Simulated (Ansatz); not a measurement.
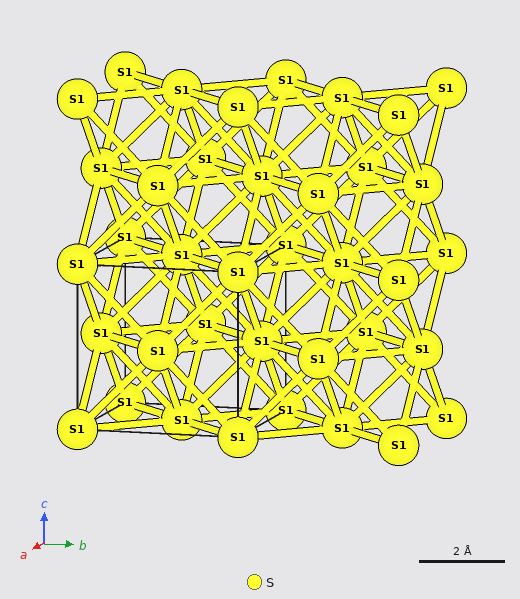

The starting point is a symmetric starting cell of S. Style: ball-and-stick. Shown: the conventional cell (4 times the calculation's cell), repeated 1 × 2 × 2 with one cell outlined, slightly off an axis. Lengths and directions refer to the drawn axes.

Computed with Ansatz, DFT PBE, scalar-relativistic, plane waves, PAW. (plane-wave cutoff 420 eV; k-point mesh 15 × 15 × 15; occupations gaussian; smearing width 0.1 eV; no spin polarisation)

Change: The cell is strained by −7.0 % along [1 1 1] and +11.0 % across it (volume +14.5 %), the atoms keeping their fractional coordinates. No relaxation follows. The starting cell wasn't computed here and needn't be at equilibrium, so pressure and forces aren't due to the change alone.

What is the effect?

Answer. Near-neighbour distances before and after: S–S 2.820 → 2.802 to 3.130 Å. The space group (tolerance 0.01 Å) goes from Fm-3m (No. 225) to R-3m (No. 166). The pressure is −7.8 GPa (not all of it need come from the change, since the unchanged cell can be under pressure at this level too). The principal stresses (compression positive) are −25.2 GPa along [1 1 1] and 1.0 GPa across it. All forces vanish by symmetry.

The changed structure in the same view:

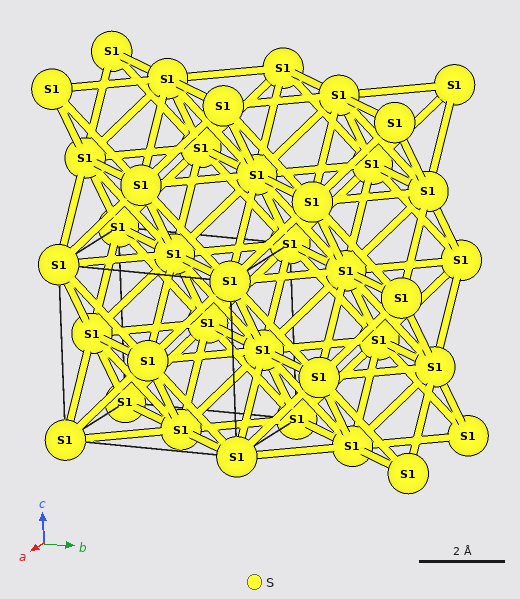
